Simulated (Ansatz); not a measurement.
The structure in question:

```yaml
crystal:
  lattice:
    - [4.51529, 0.00000, 0.00000]
    - [-2.25765, 3.91036, 0.00000]
    - [0.00000, 0.00000, 2.79879]
  atoms:
    - { symbol: Ti, position: [0.00000, 0.00000, 0.00000] }
    - { symbol: Ti, position: [0.33333, 0.66667, 0.50000] }
    - { symbol: Ti, position: [0.66667, 0.33333, 0.50000] }
```

Question: What does this file describe?

Answer: The element is titanium. The lattice is primitive hexagonal and the space group P6/mmm (No. 191). It belongs to the family called ω phase (AlB₂-like). The cell holds three atoms. The coordination, counted out to bonding distance, is Ti 2 to 5 (mean 4.0). Not all metal-metal contacts are counted.

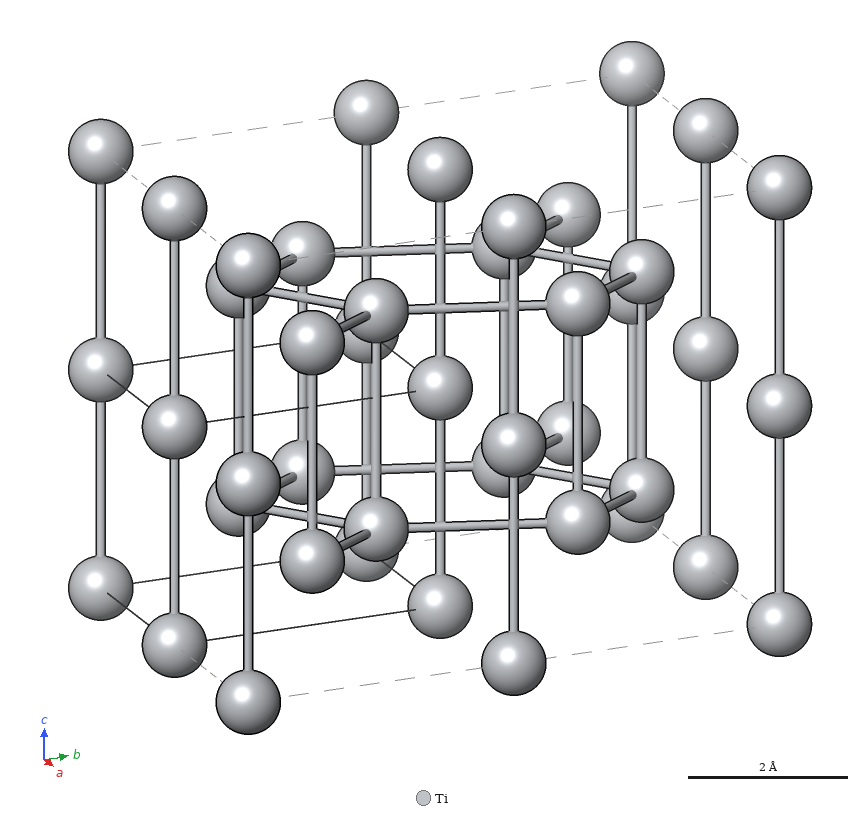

Ball-and-stick drawing of the structure, looking slightly off an axis. A 2×2×2 array of cells is drawn; the conventional unit cell has the solid edges.

Source of the structure: a structure listed in the Materials Project. Earlier steps of the study, as a rule a relaxation of our own, may have changed the cell and positions, so they can lie some per cent off the listed ones. It was run through Ansatz as a DFT input.
